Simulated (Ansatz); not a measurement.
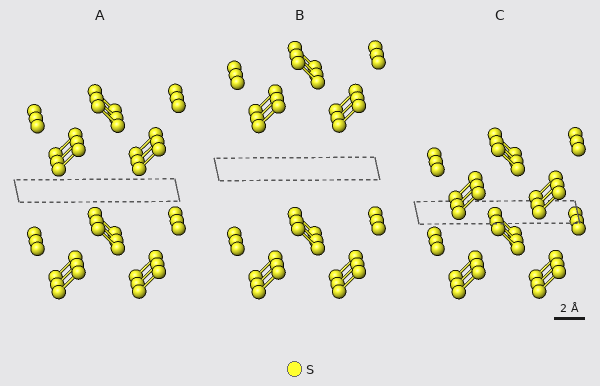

Energy scan for solid S (P4_2/mnm), in which the crystal is pulled apart rigidly along the normal of the (1 0 0) plane of the conventional cell, at a cut between a plane of S below and one of S above, 1.40 Å apart. One cut stands in each cell, which starts 11.0 Å high; nothing is relaxed, and the dashed outline marks the cut. The picture is a ball-and-stick view of the layers on both sides of the cut, seen from the side, nearly along the cut plane.

Theory: Ansatz, DFT PBE+D3(BJ), scalar-relativistic, plane waves, PAW. (plane-wave cutoff 420 eV; k-point mesh 9 × 16 × 5; occupations gaussian; smearing width 0.15 eV; no spin polarisation). Energies (free energies at the smearing named) are counted from the relaxed crystal.

Order these geometries by energy, lowest first.

Lowest first: C (the opening 0.00 Å, 0.000 J/m²), A (the opening 3.00 Å, 0.372 J/m²), B (the opening 6.00 Å, 0.430 J/m²). Over the whole scan: at the widest opening, 6.00 Å, the energy has risen by 0.430 J/m², where the curve has levelled off: this is the ideal work of separation, the sum of the two unrelaxed surface energies of a slab 11.0 Å thick. The steepest rise lies between 0.50 Å and 0.75 Å, with a mean traction of about 2 GPa. Pressing the cut together by 0.30 Å costs 0.041 J/m².
